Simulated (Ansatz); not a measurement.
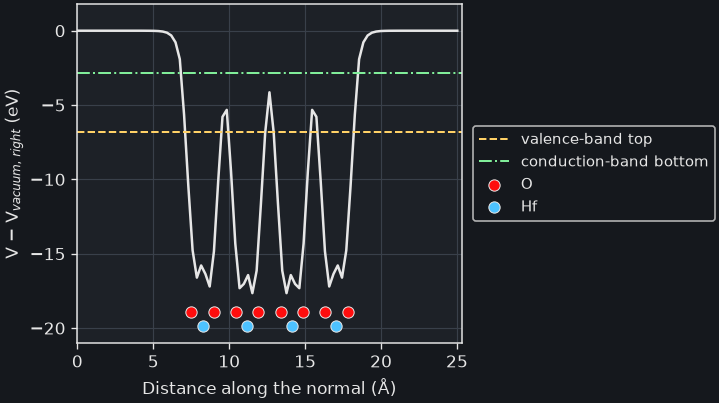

Describe the figure.

Plane-averaged electrostatic potential energy of an electron across the slab; circles at the bottom mark the heights of the atoms. System: a (111) slab cut from HfO2 (Fm-3m), ended by O planes, 12 atoms in the cell. Computed with Ansatz 0.2.0: DFT PBE, spin-orbit coupling, plane waves, PAW, 9×9×1 k mesh, Gaussian smearing of 0.05 eV.

From the vacuum level at the right face the ionisation potential is 6.83 eV and the electron affinity 2.81 eV; the left face gives the same. The slab's gap, their difference before rounding, is 4.02 eV. The two vacuum levels agree, so the slab has no net dipole along its normal. The outermost atoms are 10.3 Å apart, which leaves 15.0 Å of vacuum in a cell 25.3 Å high.
